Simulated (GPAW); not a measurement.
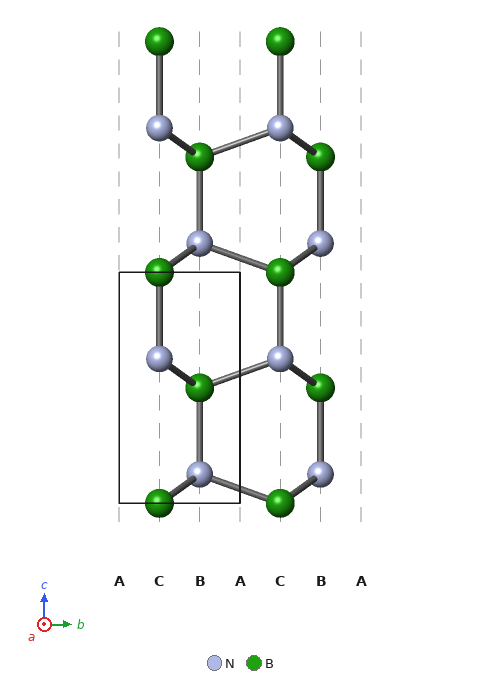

Projection along an edge of the hexagonal mesh, stacking direction c upwards. The dashed lines mark the three columns A (0, 0), B (1/3, 2/3) and C (2/3, 1/3). The sequence starts with the first layer at or above the cell's origin.

The compound is BN (space group P6_3mc, No. 186), taken as a cell listed in the Materials Project, as set up for an electronic-structure calculation.

**Give the sequence of layers in one repeat, with element and column.**

B(C) – N(B) – B(B) – N(C) (four layers in 4.23 Å).

**How are the N layers alone stacked?**

N layers alone: BC, the hexagonal close-packed type.

**Which positions between or in the N layers do the other atoms fill?**

B: two tetrahedral sites (per hexagonal cell).

**What short polytype symbol fits?**

Polytype symbol 2H, the symbol of a tetrahedral polytype (number of double layers in the repeat and lattice).

Heights of the layers:

```tsv
layer	atoms (column)	height (Å)	to next (Å)
1	B(C)	0.00	0.53
2	N(B)	0.53	1.58
3	B(B)	2.11	0.53
4	N(C)	2.64	1.58
```
